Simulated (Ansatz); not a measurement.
PbS

Input

```
crystal:
  lattice:
    - [-2.9671314639, -2.9671314639, 0.0]
    - [2.9671314639, -2.9671314639, 0.0]
    - [0.0, 0.0, 17.8685258554]
  atoms:
    - { symbol: Pb, position: [0.5, 0.5, 0.0830267558] }
    - { symbol: Pb, position: [0.0, 0.0, 0.2490802673] }
    - { symbol: Pb, position: [0.5, 0.5, 0.4151337788] }
    - { symbol: Pb, position: [0.0, 0.0, 0.5811872903] }
    - { symbol: S, position: [0.0, 0.0, 0.0830267558] }
    - { symbol: S, position: [0.5, 0.5, 0.2490802673] }
    - { symbol: S, position: [0.0, 0.0, 0.4151337788] }
    - { symbol: S, position: [0.5, 0.5, 0.5811872903] }
basis:
  ecutwfc: 420
kpoints:
  mp_grid: { grid: [8, 8, 3] }
hamiltonian:
  xc: pbe
  dispersion: d3bj
scf:
  occupations: { method: gaussian, width: 0.03 }
output:
  forces: true
  stress: true
  eigenvalues: true
  write_density: true
  write_potential: true
  elf: true
  volumetric_format: npy
```

Run with:

```sh
ansatz run input.yaml --threads 2 --pin off --max-ram 5120MiB --backend cpu --events-out ev --progress --plain --runs-dir out
```

Below, planes, directions and counts refer to the conventional cell (a = 4.20 Å, b = 4.20 Å, c = 17.87 Å, α = 90.00°, β = 90.00°, γ = 90.00°).

Space group P4/nmm; not relaxed (largest force 0.4 eV/Å).

Method: DFT PBE+D3(BJ), scalar-relativistic, plane waves, PAW in Ansatz.

In a PAW calculation such maps are meaningful between the atoms, not at the nuclei.

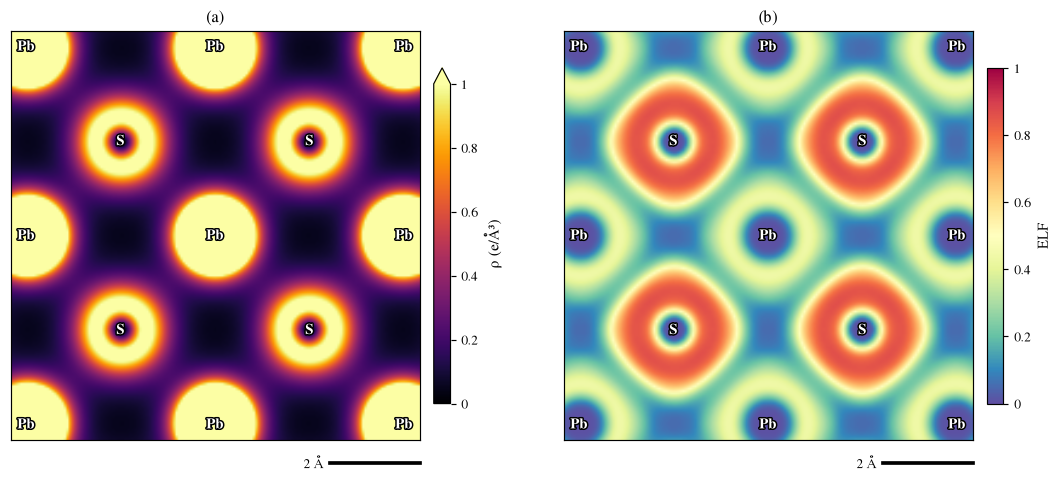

Figure 1. (a) valence electron density; (b) ELF on the (001) plane of the conventional cell.

Question: Interpret the plot.

Answer: Atoms in the plane: Pb and S.
Pb–S (2.97 Å): ρ is about 0.22 e/Å³ halfway; the ELF peaks at about 0.85 in the valence shell of S, 0.8 Å from its nucleus, and drops to about 0.20 between the two atoms.
Between the atoms the lowest density in this plane is 0.05 e/Å³.

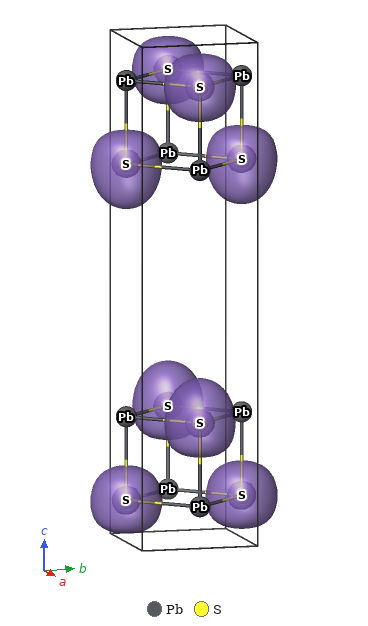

Figure 2. Isosurface of the ELF at 0.65 (purple), seen slightly off an axis. Only the valence region is drawn (cores and ρ < 0.01 e/Å³ removed). Sticks mark near contacts.

Question: What do the ELF domains correspond to?

Answer: At this value the surface marks out four regions wrapped around S (the valence shell of each), counted in one cell of 8 atoms. Regions shared between cells count once.

Question: Does the calculation make it a metal, or give it a gap?

Answer: It is gapped, with a Kohn–Sham gap of 1.1 eV on the k-point mesh, an upper bound to the gap of this method.
